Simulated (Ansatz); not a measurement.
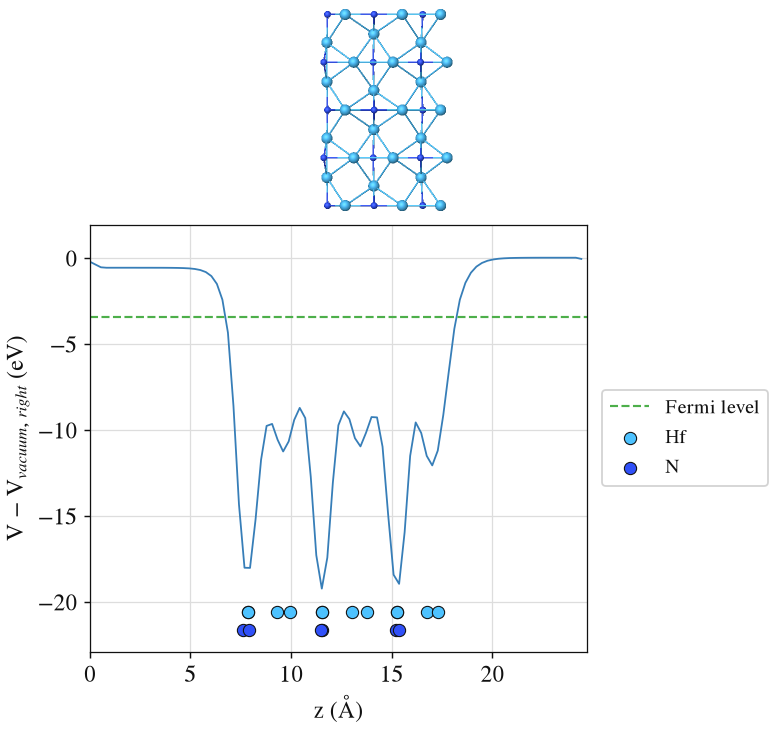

Plane-averaged electrostatic potential energy of an electron across the slab; circles at the bottom mark the heights of the atoms. The structure is drawn too.

The Ansatz input:

```
crystal:
  lattice:
    - [3.2274489605, 0.0, 0.0]
    - [0.0, 7.4890229869, 0.0]
    - [0.0, 0.0, 24.7017544593]
  atoms:
    - { symbol: Hf, position: [0.5, 0.7059098107, 0.3071921161] }
    - { symbol: Hf, position: [0.5, 0.2940901893, 0.3071921161] }
    - { symbol: "N", position: [0.0, 0.5, 0.2973641171] }
    - { symbol: "N", position: [0.5, 0.0, 0.3091528553] }
    - { symbol: Hf, position: [0.0, 0.0, 0.3653488898] }
    - { symbol: Hf, position: [0.0, 0.5, 0.3925178457] }
    - { symbol: Hf, position: [0.5, 0.2050975935, 0.4558958055] }
    - { symbol: Hf, position: [0.5, 0.7949024065, 0.4558958055] }
    - { symbol: "N", position: [0.0, 0.0, 0.4568522467] }
    - { symbol: "N", position: [0.5, 0.5, 0.4541640903] }
    - { symbol: Hf, position: [0.0, 0.5, 0.5169967293] }
    - { symbol: Hf, position: [0.0, 0.0, 0.5462291026] }
    - { symbol: Hf, position: [0.5, 0.7060744872, 0.6059467347] }
    - { symbol: Hf, position: [0.5, 0.2939255128, 0.6059467347] }
    - { symbol: "N", position: [0.0, 0.5, 0.6043133399] }
    - { symbol: "N", position: [0.5, 0.0, 0.6112847372] }
    - { symbol: Hf, position: [0.0, 0.0, 0.667900483] }
    - { symbol: Hf, position: [0.0, 0.5, 0.6883717488] }
basis:
  ecutwfc: 420
kpoints:
  mp_grid: { grid: [11, 5, 1] }
  band_path:
    path: [[0.5, 0, 0], [0, 0, 0], [0, 0.5, 0], [0.5, 0.5, 0], [0, 0, 0]]
    npoints: 12
hamiltonian:
  xc: pbesol
scf:
  occupations: { method: gaussian, width: 0.1 }
  n_extra_bands: 42
output:
  forces: true
  eigenvalues: true
  populations: true
  fatbands: true
  write_density: true
  write_potential: true
  elf: true
  volumetric_format: npy
efield:
  axis: 3
  dipole_correction: true
  ramp_width: 0.04
```

Launched with:
```bash
ansatz run input.yaml --threads 4 --pin off --max-ram 10240MiB --backend cpu --events-out ev --progress --plain --runs-dir out
```

### What is the work function?

The work function is 3.43 eV at the right face and 2.85 eV at the left.

### How thick are slab and vacuum?

The outermost atoms are 9.7 Å apart, which leaves 15.0 Å of vacuum in a cell 24.7 Å high.

### Do the two faces differ, and what does that say about the slab's dipole?

The vacuum level is 0.58 eV higher at the right than at the left, so the slab carries a dipole along its normal; the ramp in the vacuum, at or near the edge of the plot, is the dipole correction that keeps each side flat.

Spin-orbit coupling is left out, which matters for Hf.
